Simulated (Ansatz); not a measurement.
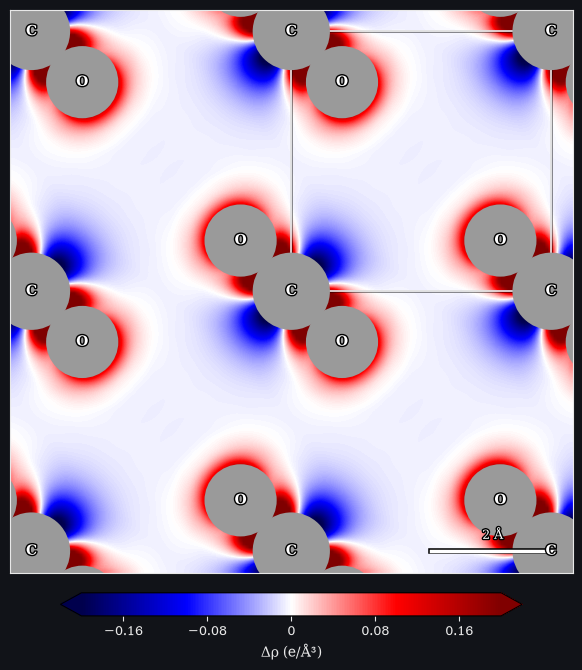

The picture shows: CO₂. Bonding charge density, ρ(crystal) − Σ ρ(neutral atoms): a map on the (001) plane of the conventional cell, with grey discs over the atomic cores. Cores are masked to 0.6 Å (C) and 0.6 Å (O).

Space group P4_2/mnm; the calculation finds a residual pressure of about 2 GPa at this fixed cell. The cell comes from a database of computed structures, not from a measurement.

Theory: DFT PBE, scalar-relativistic, plane waves, PAW (Ansatz 0.2.0).

In a PAW calculation such maps are meaningful between the atoms, not at the nuclei.

### Read the map: where is density gained and where lost?

C–O (1.17 Å): Δρ is +0.74 e/Å³ at the midpoint (inside or at the edge of a masked core, so read it with care).
Over the whole cell, outside the masked cores, the largest gain lies in the shortest C–O contact, between the masked cores, and the largest loss lies at the edge of the masked core of C.
In all about 0.22 e an atom is rearranged against the free atoms.
Bader charges: C +2.25 and O −1.13 e.
